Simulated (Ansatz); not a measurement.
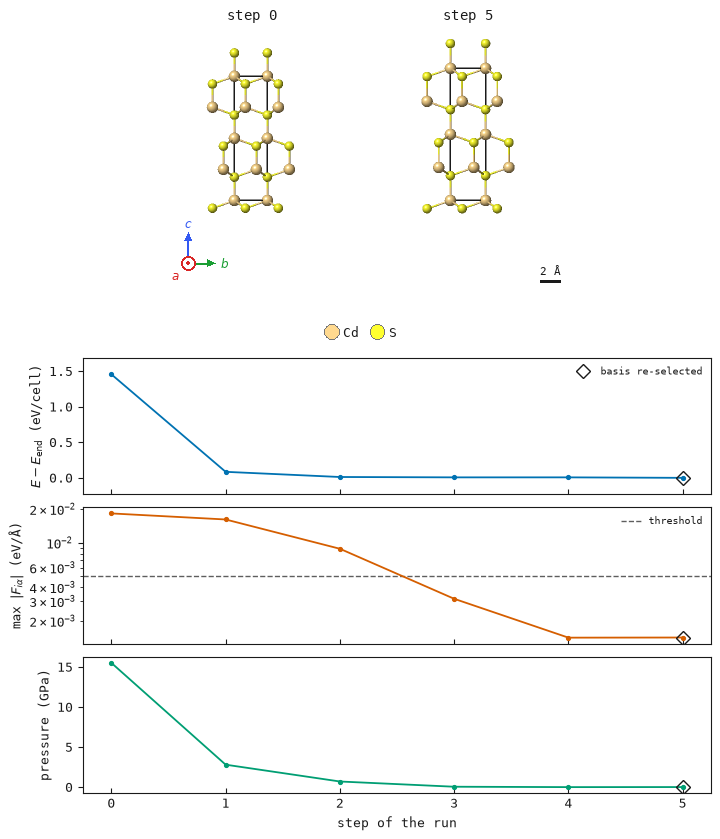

First and last geometry of a relaxation of crystalline CdS (built on the 4H polytype type), with the history of the run. The picture is a ball-and-stick view of the cell of the calculation, seen along the a axis.

All numbers below come from DFT, PBE, plane waves, PAW (Ansatz). (plane-wave cutoff 420 eV; k-point mesh 6 × 6 × 2; occupations fermi dirac; smearing width 0.02 eV; no spin polarisation; cell and atoms relaxed; force threshold 0.005 eV/Å)

**Read the history and describe the run.**

It converged. No atom moves by more than 0.005 Å relative to the cell. Cell: a = b 3.935 → 4.194 Å (+6.6 %), c 12.853 → 13.671 Å (+6.4 %). Volume +20.8 %. Near-neighbour distances that change, for instance: Cd–S 2.410 → 2.568 Å. The space group stays P6_3mc (No. 186). The energy falls by 1.457 eV per cell of the calculation in 4 accepted moves (5 points after the start). The largest force component goes from 0.018 to 0.0014 eV/Å. Pressure: 15.51 GPa at the start and 0.01 GPa at the end. At 1 point the geometry stayed and the basis and grid were re-selected for the new cell (energy shift of 6.8 meV per cell of the calculation at most each time). Cost: 19 s on 2 threads of AMD EPYC 7R13 Processor (Zen 3), on a shared host, peak memory 0.71 GiB.
